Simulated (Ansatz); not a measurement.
## Single-point calculation, with input and output: BaTiO$_{3}$

- system: BaTiO$_{3}$ (Pm-3m, 10 atoms in the cell)
- method: DFT, r2SCAN, plane waves, PAW, no spin polarisation (Ansatz 0.2.0)

The structure derives from an entry of the Crystallography Open Database. Figures and captions count atoms from 1; the log counts them from 0 in places.

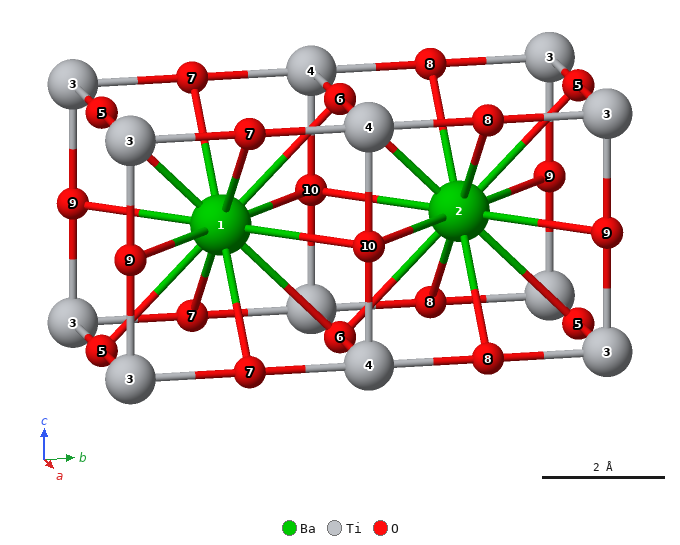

*The input geometry (ball-and-stick view of the cell of the calculation, seen slightly off an axis; atoms are numbered from 1 in the order of the input).*

**Results in brief**

- outcome: converged
- space group (tolerance 0.01 Å): Pm-3m (221)
- electrons treated: 80
- free energy: −20367.5230 eV
- Fermi energy: 10.741 eV
- pressure: −4.97 GPa
- largest force (length of the vector): under 0.001 eV/Å
- hardware: 1 thread of Intel Xeon (Granite Rapids), 64 GiB of memory available, shared host
- wall time: 11 s
- peak memory: 1.3 GiB

**Remarks**

Settings chosen away from the usual ones: accuracy set to high.

**Input file**
```yaml
crystal:
  lattice:
    - [4.03336596, 0.0, 0.0]
    - [0.0, 8.06673191, 0.0]
    - [0.0, 0.0, 4.03336596]
  atoms:
    - { symbol: Ba, position: [0.5, 0.25, 0.5] }
    - { symbol: Ba, position: [0.5, 0.75, 0.5] }
    - { symbol: Ti, position: [0.0, 0.0, 0.0] }
    - { symbol: Ti, position: [0.0, 0.5, 0.0] }
    - { symbol: O, position: [0.5, 0.0, 0.0] }
    - { symbol: O, position: [0.5, 0.5, 0.0] }
    - { symbol: O, position: [0.0, 0.25, 0.0] }
    - { symbol: O, position: [0.0, 0.75, 0.0] }
    - { symbol: O, position: [0.0, 0.0, 0.5] }
    - { symbol: O, position: [0.0, 0.5, 0.5] }
  symmetry: { tolerance: 0.0003 }
kpoints:
  mp_grid: { grid: [5, 3, 5], shift: [0, 0, 0] }
magnetization:
  spin_polarized: false
scf:
  occupations: { method: fermi_dirac }
hamiltonian:
  pseudopotentials: { kind: paw }
  xc: r2scan
basis:
  ecutwfc: 500
output:
  forces: true
  stress: true
  eigenvalues: true
  write_density: true
  write_potential: true
  elf: true
  volumetric_format: npy
accuracy: high
```

Launch command:
```bash
ansatz run input.yaml --threads 1 --pin off --max-ram 2560MiB --backend cpu --events-out ev --progress --plain --runs-dir out
```

**Output**
```
Engine: ansatz 0.2.0, x86_64-unknown-linux-gnu
Pseudopotentials: kind: paw
Pseudopotential: Ba, paw, valence charge 10, recommended cutoff 500 eV (meta_gga), Ba.paw.azcp
Pseudopotential: Ti, paw, valence charge 12, recommended cutoff 500 eV (meta_gga), Ti.paw.azcp
Pseudopotential: O, paw, valence charge 6, recommended cutoff 500 eV (meta_gga), O.paw.azcp
Functional definition: r2SCAN
  parameter k0 = 0.174
  parameter k1 = 0.065
  parameter a1 = 4.9479
  exchange = r2scan_x(k0 = k0, k1 = k1, a1 = a1)
  correlation = r2scan_c
Crystal: 10 atoms, lattice volume = 131.230 Å³
Basis set: ecut = 500 eV, 3397 PW (Γ), exchange–correlation on 180×360×180 points (125 copies of the dense FFT grid, shifted against one another)
Bands: 50, of which v1, the nominal top of the filled ones, is band 40 counted from 1 (39 counted from 0)
Symmetry: 32 space group operations
Space group: Pm-3m (ITA 221), of the structure as read, at distance tolerance 1.5e-3 Å
k-points: 12 of 75
Non-local potential: Ba, projectors of the file, l = 0: 3, l = 1: 2, l = 2: 2, l = 3: 2
Non-local potential: Ti, projectors of the file, l = 0: 3, l = 1: 2, l = 2: 3, l = 3: 1
Non-local potential: O, projectors of the file, l = 0: 2, l = 1: 2, l = 2: 1
PAW form: soft (Blöchl's): semilocal exchange-correlation on the pseudo side does not see the compensation charge
PAW frozen core: Ba, regenerated for the run's functional (the file was generated under x = pbe(κ = 0.804, μ = 0.2195149727645171), c = pbe(β = 0.06672455060314922))
PAW frozen core: Ti, regenerated for the run's functional (the file was generated under x = pbe(κ = 0.804, μ = 0.2195149727645171), c = pbe(β = 0.06672455060314922))
PAW frozen core: O, regenerated for the run's functional (the file was generated under x = pbe(κ = 0.804, μ = 0.2195149727645171), c = pbe(β = 0.06672455060314922))
PAW one-centre angular grid: Ba, 302 points (default); XC on 160 Gauss nodes
PAW one-centre angular grid: Ti, 590 points (default); XC on 160 Gauss nodes
PAW one-centre angular grid: O, 302 points (default); XC on 160 Gauss nodes
Initial density: superposition of atomic densities (neutral atoms: chi_scale 0, normalization atom), corrected by the library's trained network
Initial wavefunctions: pseudopotential atomic-orbital guess
Functional: x = r2scan, c = r2scan; τ floored in thin density (d = 2e-4 eV/Å³)
SCF iter   1: F=—  HF=-20367.356068 eV  |F-HF|=—  |Δ(HF+E_count)|=         —  Δρ=2.21e-2  dr2=8.19e-1  dr2_τ=4.62e-1  ethr=1.77e-3  ⟨swp⟩=6.2  Hψ=2544  notcnv=0
preconditioner: auto → Resta (q_TF=auto, 2.512 Å⁻¹)  ε∞=5.1  [insulator: Δε(μ)=2.696 eV  Ē_g=12.735 eV  σ=0.100 eV  W_gap=1.00  n_scr=38 (ndim 8)  ℏωp=25.9 eV  f_vac=0.000  D(μ)=0.00/eV (n_scr^D=0)  ε∞_Penn≈5.1]
SCF iter   2: F=—  HF=-20367.540780 eV  |F-HF|=—  |Δ(HF+E_count)|=   1.85e-1  Δρ=1.19e-2  dr2=1.18e-1  dr2_τ=4.57e-2  ethr=1.02e-3  ⟨swp⟩=3.3  Hψ=1165  notcnv=0  defer=20
SCF iter   3: F=—  HF=-20367.525074 eV  |F-HF|=—  |Δ(HF+E_count)|=   1.57e-2  Δρ=3.67e-3  dr2=1.22e-2  dr2_τ=8.84e-4  ethr=1.47e-4  ⟨swp⟩=2.0  Hψ=896  notcnv=0  defer=20
SCF iter   4: F=—  HF=-20367.523351 eV  |F-HF|=—  |Δ(HF+E_count)|=   1.72e-3  Δρ=1.53e-3  dr2=2.26e-3  dr2_τ=3.46e-4  ethr=1.53e-5  ⟨swp⟩=2.0  Hψ=925  notcnv=0  defer=20
SCF iter   5: F=—  HF=-20367.523036 eV  |F-HF|=—  |Δ(HF+E_count)|=   3.15e-4  Δρ=3.15e-4  dr2=1.01e-4  dr2_τ=7.93e-6  ethr=2.82e-6  ⟨swp⟩=2.4  Hψ=870  notcnv=0  defer=20
SCF iter   6: F=—  HF=-20367.523043 eV  |F-HF|=—  |Δ(HF+E_count)|=   6.84e-6  Δρ=8.21e-5  dr2=9.91e-6  dr2_τ=7.23e-7  ethr=1.27e-7  ⟨swp⟩=2.2  Hψ=892  notcnv=0  defer=20
SCF iter   7: F=—  HF=-20367.523043 eV  |F-HF|=—  |Δ(HF+E_count)|=   2.44e-7  Δρ=4.27e-5  dr2=2.11e-6  dr2_τ=2.47e-7  ethr=1.24e-8  ⟨swp⟩=2.0  Hψ=835  notcnv=0  defer=20
SCF iter   8: F=—  HF=-20367.523042 eV  |F-HF|=—  |Δ(HF+E_count)|=   3.28e-7  Δρ=9.40e-6  dr2=1.22e-7  dr2_τ=1.13e-8  ethr=2.64e-9  ⟨swp⟩=2.0  Hψ=918  notcnv=0  defer=20
iter 9 met the thresholds in force, and the SCF goes on for the forces or the stress (scf.convergence.dr2_threshold)
SCF iter   9: F=-20367.523042 eV  HF=-20367.523042 eV  |F-HF|=3.38e-10  |Δ(HF+E_count)|=   9.71e-9  Δρ=9.61e-7  dr2=6.48e-10  dr2_τ=1.34e-10  ethr=1.25e-10  ⟨swp⟩=11.6  Hψ=3729  notcnv=0
SCF iter  10: F=-20367.523042 eV  HF=-20367.523042 eV  |F-HF|=1.82e-11  |Δ(HF+E_count)|=  4.40e-10  Δρ=1.70e-7  dr2=3.86e-11  dr2_τ=4.09e-12  ethr=1.00e-12  ⟨swp⟩=6.0  Hψ=2747  notcnv=0
SCF 1 converged in 10 iterations: F = -20367.523042 eV  dr2 = 3.86e-11
  greatest PAW one-centre occupation: 0.999 electrons in one spin orbital (limit 2), on the Ti atom at site 3 (counted from 0), in its partial waves of l = 0
```

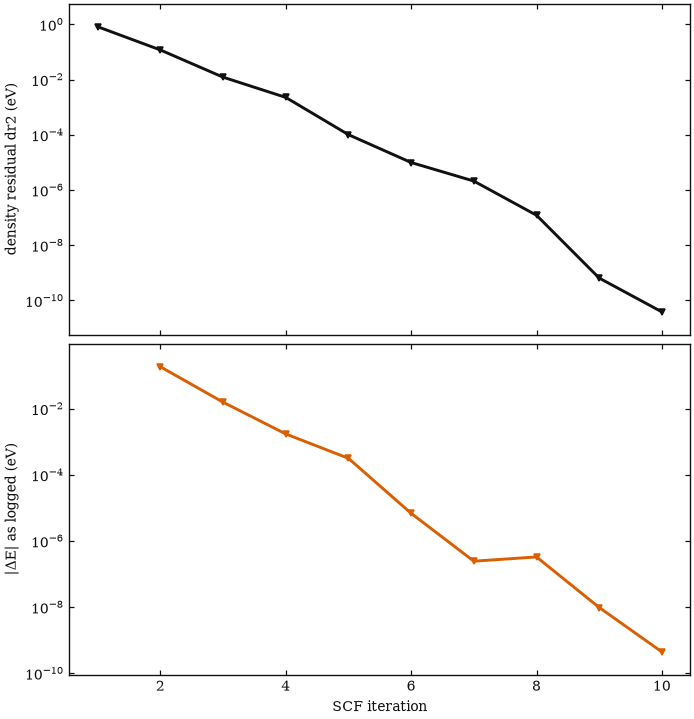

*Convergence of the self-consistent field: density residual dr2 and size of the energy change against the SCF iteration.*

The residual falls at every step.

```
SCF converged after 10 iterations
Free energy (F): -20367.523042 eV
Harris-Foulkes:  -20367.523042 eV  (|F-HF|=1.82e-11)
Internal energy: -20367.523019 eV  (E = F + TS)
E sigma→0 (E₀):  -20367.523031 eV
Entropy (-TS):   -0.000023 eV (-0.002 meV/atom)
Fermi energy:    10.740766 eV
--- Per-component energies (eV) ---
  E_band       = -375.007293
  E_kinetic    = 1941.059980
  E_local      = -4238.193302  (includes V_loc(G=0)·N_el)
  E_nonlocal   = 398.152257
  E_hartree    = 1648.422154
  E_xc         = -949.122717
  E_vxc        = -1206.389141  (∫ρ·V_xc dr)
  E_paw        = -13568.722241  (= ΣΔE_a)
  E_vpaw       = -640.025855  (= ΣTr[D̂ρ^β])
  E_aug_tail   = 0.005813  (compensation charges beyond the density's cutoff)
  E_vtau       = 73.538568  (kinetic-family band-sum trace: ∫τ·v_τ [+ j·A + Jᵃ·Aᵃ] dr)
  E_ewald      = -5598.567235
  E_core_change = -0.557728  (= ΣΔE_core)
  E_smearing   = -0.000023  (= −TS)
  E_closure    = -0.000000  (closes the sum)
  Σ components = -20367.523042   (vs F -20367.523042, Δ=0.00e0)
--- Forces (eV/Å), atoms counted from 1 ---
  atom   1  Ba     0.00000000    -0.00000000     0.00000000
  atom   2  Ba     0.00000000    -0.00000000     0.00000000
  atom   3  Ti     0.00000000     0.00000000     0.00000000
  atom   4  Ti    -0.00000000     0.00000000     0.00000000
  atom   5  O     -0.00000000    -0.00000000    -0.00000000
  atom   6  O      0.00000000    -0.00000000    -0.00000000
  atom   7  O      0.00000000    -0.00000000    -0.00000000
  atom   8  O      0.00000000     0.00000000    -0.00000000
  atom   9  O      0.00000000    -0.00000000    -0.00000000
  atom  10  O      0.00000000     0.00000000    -0.00000000
  max |Σ_I F_I| component: 1.61e-28 eV/Å
--- Stress (GPa, compression-positive) ---
       -4.968773       0.000000       0.000000
        0.000000      -4.983197      -0.000000
        0.000000      -0.000000      -4.968773
  P = ⅓ Tr σ = -4.9736 GPa (-49.736 kbar)
--- Band table (eV; the first three rows and the last of 12) ---
  k-point 0: bands = ["-49.3066", "-49.3058", "-24.4813", "-24.4316", "-24.4316", "-24.4315", "-24.4298", "-24.4298", "-15.6882", "-15.5710", "-8.2916", "-8.1035", "-7.4685", "-7.4676", "-7.4395", "-7.1833", "-0.4612", "-0.4612", "-0.4611", "-0.2983", "-0.2983", "-0.1072", "5.6593", "6.9456", "6.9456", "7.3337", "7.3343", "7.3343", "7.8096", "7.8680", "7.8880", "7.8880", "8.5683", "8.5683", "8.5689", "8.9700", "8.9700", "9.5339", "9.5340", "9.5340", "11.7677", "11.7678", "11.7678", "11.8812", "13.3936", "13.3936", "13.7488", "13.7489", "13.7534", "15.3526"]
  k-point 1: bands = ["-49.3064", "-49.3056", "-24.4804", "-24.4489", "-24.4468", "-24.4310", "-24.4309", "-24.4292", "-15.6484", "-15.5453", "-8.1297", "-8.1279", "-7.4585", "-7.4174", "-7.4103", "-7.2526", "-0.4067", "-0.4066", "-0.3852", "-0.3378", "-0.2591", "-0.2339", "5.6055", "6.6318", "6.6653", "6.7427", "6.9873", "7.2400", "7.2404", "7.6108", "8.1936", "8.2381", "8.2384", "8.3012", "8.5524", "8.5980", "8.7469", "9.0001", "9.2992", "9.2992", "11.8062", "12.4054", "12.4055", "12.4679", "13.3987", "13.4804", "13.7505", "14.3012", "14.6617", "15.9952"]
  k-point 2: bands = ["-49.3059", "-49.3051", "-24.4788", "-24.4767", "-24.4740", "-24.4300", "-24.4299", "-24.4282", "-15.5824", "-15.5031", "-8.2635", "-7.8303", "-7.4428", "-7.3835", "-7.3668", "-7.2237", "-0.5038", "-0.4853", "-0.3145", "-0.3144", "-0.1407", "-0.1245", "5.4504", "5.8139", "5.8697", "5.8918", "6.9967", "6.9967", "7.0904", "7.1864", "7.9227", "7.9227", "7.9234", "7.9263", "8.0089", "8.7208", "8.7489", "9.0127", "9.0128", "9.5621", "11.8701", "13.2583", "13.2584", "13.2791", "13.4082", "13.7529", "13.7726", "14.6040", "15.6629", "17.1174"]
  k-point 11: bands = ["-49.3050", "-49.3046", "-24.4738", "-24.4736", "-24.4727", "-24.4726", "-24.4647", "-24.4405", "-15.4948", "-15.4624", "-7.7482", "-7.4933", "-7.3627", "-7.3320", "-7.2984", "-7.2913", "-0.9438", "-0.9235", "-0.6874", "-0.6548", "-0.6373", "-0.3089", "5.5081", "5.5512", "5.9559", "5.9608", "6.1639", "6.2722", "6.8467", "7.0237", "7.2536", "7.2842", "7.2921", "7.5076", "8.8045", "8.9577", "9.2792", "9.3370", "9.5079", "9.5200", "13.4141", "13.4414", "13.7446", "13.7648", "13.7683", "13.8515", "15.3838", "16.7140", "17.1386", "17.1955"]
```

**File rho_z.tsv**
```
# z_ang	rho[e/angstrom^3]
# format = ansatz-planar-average/11
# lattice	4.033365960	0.000000000	0.000000000
# lattice	0.000000000	8.066731910	0.000000000
# lattice	0.000000000	0.000000000	4.033365960
# sites	10
# site	56	2.016682980	2.016682977	2.016682980
# site	56	2.016682980	6.050048932	2.016682980
# site	22	0.000000000	0.000000000	0.000000000
# site	22	0.000000000	4.033365955	0.000000000
# site	8	2.016682980	0.000000000	0.000000000
# site	8	2.016682980	4.033365955	0.000000000
# site	8	0.000000000	2.016682977	0.000000000
# site	8	0.000000000	6.050048932	0.000000000
# site	8	0.000000000	0.000000000	2.016682980
# site	8	0.000000000	4.033365955	2.016682980
0.000000	1.517376e0
0.112038	1.456425e0
0.224076	1.283046e0
0.336114	1.030844e0
0.448152	7.571445e-1
0.560190	5.209686e-1
0.672228	3.546300e-1
0.784266	2.578648e-1
0.896304	2.154829e-1
1.008341	2.121106e-1
1.120379	2.370824e-1
1.232417	2.839742e-1
1.344455	3.466807e-1
1.456493	4.207225e-1
1.568531	5.034357e-1
1.680569	5.882358e-1
1.792607	6.633837e-1
1.904645	7.154074e-1
2.016683	7.339583e-1
2.128721	7.154074e-1
2.240759	6.633837e-1
2.352797	5.882358e-1
2.464835	5.034357e-1
2.576873	4.207225e-1
2.688911	3.466807e-1
2.800949	2.839742e-1
2.912987	2.370824e-1
3.025024	2.121106e-1
3.137062	2.154829e-1
3.249100	2.578648e-1
3.361138	3.546300e-1
3.473176	5.209686e-1
3.585214	7.571445e-1
3.697252	1.030844e0
3.809290	1.283046e0
3.921328	1.456425e0
```

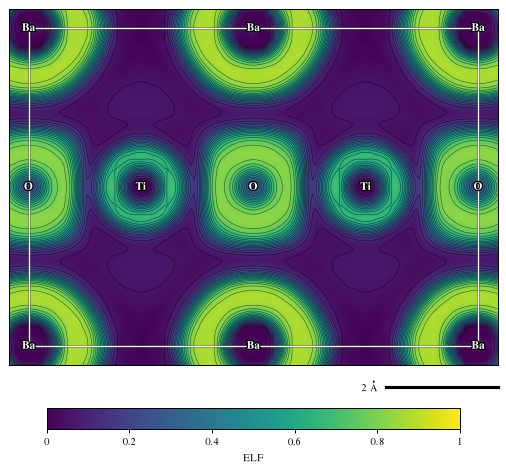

*Electron localisation function on the (101̄) plane of the calculation cell.*

The section cuts through Ba, Ti and O sites. Ti–O (2.02 Å): the ELF is about 0.20 at the midpoint. The strong features right at Ba and Ti lie inside the PAW spheres (semicore, d or f shells) and say nothing about bonding. The fields are those of the smooth PAW valence density.

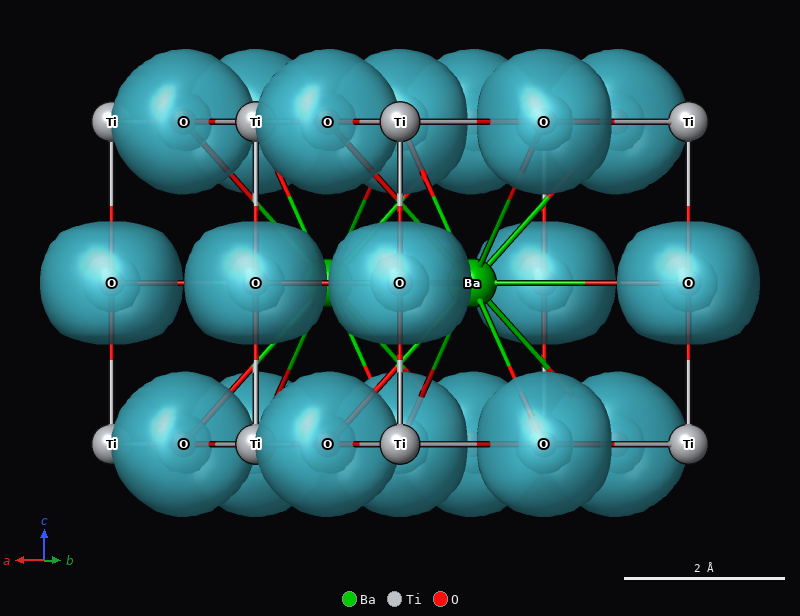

*Isosurface of the electron localisation function at 0.7 (cyan), seen along [110]. Core shells and regions of very low density are left out. Sticks mark near contacts. The outline is the calculation cell.*

Values along the shortest contacts: Ti–O (2.02 Å): the ELF is about 0.20 at the midpoint. Ba–O (2.85 Å): the ELF is about 0.10 at the midpoint (a contact without a shared pair).
